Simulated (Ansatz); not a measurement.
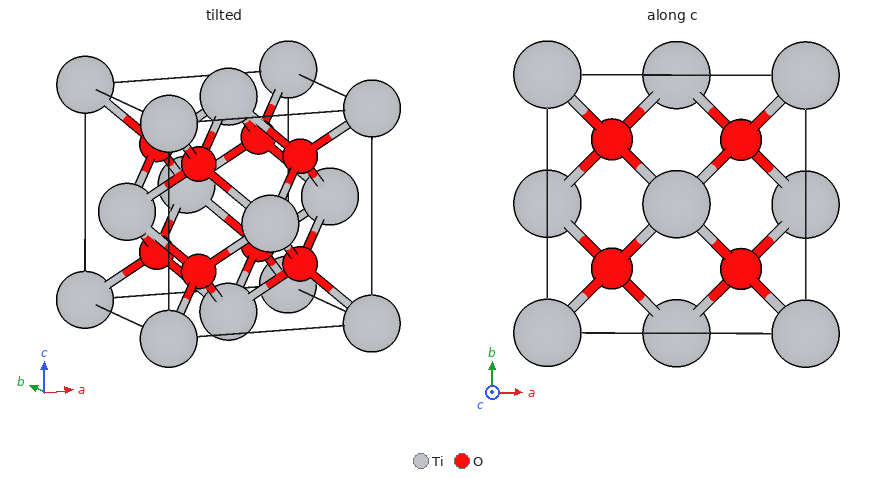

The image is a ball-and-stick drawing of a crystal, viewed slightly off an axis and along the c axis. The edges of the drawn cell (a repeat of the simulation cell) are marked.

TiO₂, a = 4.786 Å, b = 4.786 Å, c = 4.786 Å, α = 90.19°, β = 90.19°, γ = 90.19°. Strictly the space group is R-3m (No. 166, within 0.01 Å). It is a distorted form of a face-centred cubic structure, space group Fm-3m (No. 225) within 0.25 Å: fluorite (CaF₂ type). The cell started as a structure type filled with these elements by a generator (whether the compound takes this form wasn't checked). The cell was then strained or its atoms displaced on purpose. It was run through Ansatz as a DFT input.

This one geometry was computed with Ansatz (DFT, plane waves, PAW) at three levels of theory: HSE06, PBE and r2SCAN. It was relaxed with r2SCAN and then strained.

### Which level gives the highest pressure at this volume, and what does that say about its equilibrium volume?

Highest: PBE (7.3 GPa), which points to the largest equilibrium volume. Lowest, with the smallest volume: HSE06 (-2.6 GPa). Levels within 0.5 GPa of each other can't be told apart.

### How does the band gap change with the level of theory?

PBE: a gap of 1.15 eV, indirect; r2SCAN: a gap of 1.51 eV, indirect; HSE06: a gap of 2.64 eV, indirect.

### Collect the results in a table.

| level | cutoff (eV) | k-mesh of the run's cell | gap (eV) | pressure (GPa) |
| --- | --- | --- | --- | --- |
| HSE06 | 420 | 6×6×6 | 2.64 | -2.6 |
| PBE | 420 | 10×10×10 | 1.15 | 7.3 |
| r2SCAN | 500 | 10×10×10 | 1.51 | 1.4 |

Gaps are taken on the k-mesh or band path of each run.
